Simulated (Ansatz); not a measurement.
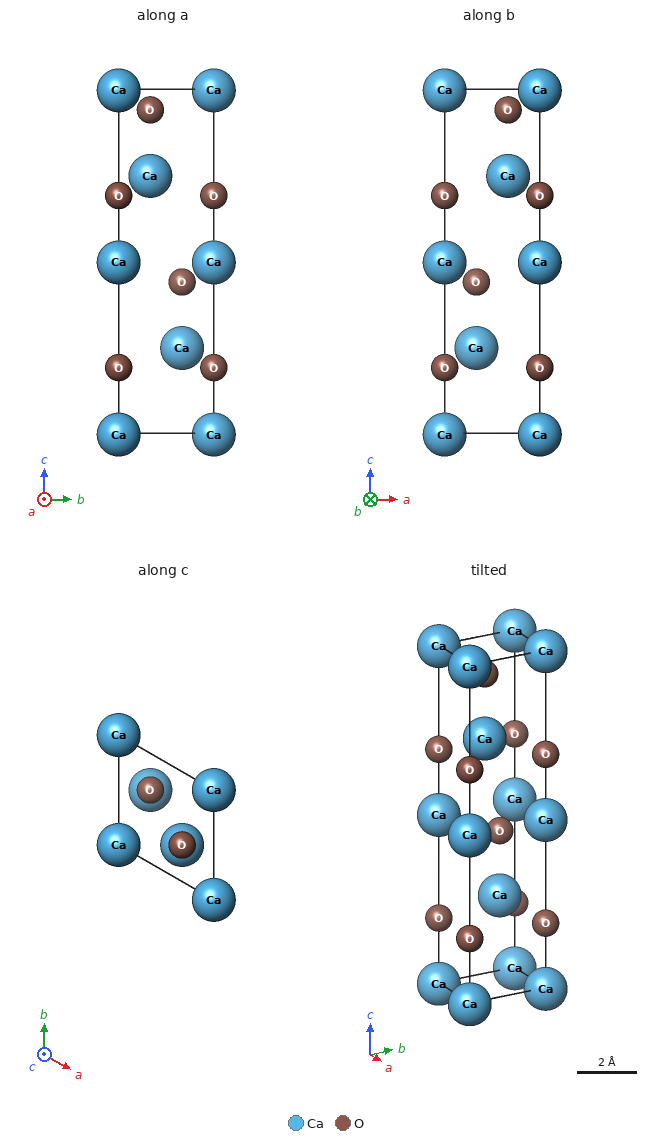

We look at a spheres-only model of the crystal along the a axis, along the b axis, along the c axis and slightly off an axis. The edges of the conventional unit cell are marked.

Lattice parameters: a = 3.733 Å, b = 3.733 Å, c = 11.692 Å, α = 90.00°, β = 90.00°, γ = 120.00°.

Reconstruct the structure as a table of Wyckoff sites, with free fractional coordinates to two decimals.

Space group P6_3mc (No. 186).
| atom | site | x | y | z |
| --- | --- | --- | --- | --- |
| Ca | 2a | 0.00 | 0.00 | 0.00 |
| Ca | 2b | 0.3333 | 0.6667 | 0.25 |
| O | 2a | 0.00 | 0.00 | 0.19 |
| O | 2b | 0.3333 | 0.6667 | 0.44 |

Its origin is a structure type filled with these elements by a generator (whether the compound takes this form wasn't checked). Relaxation method: DFT, r2SCAN, plane waves, PAW in Ansatz.
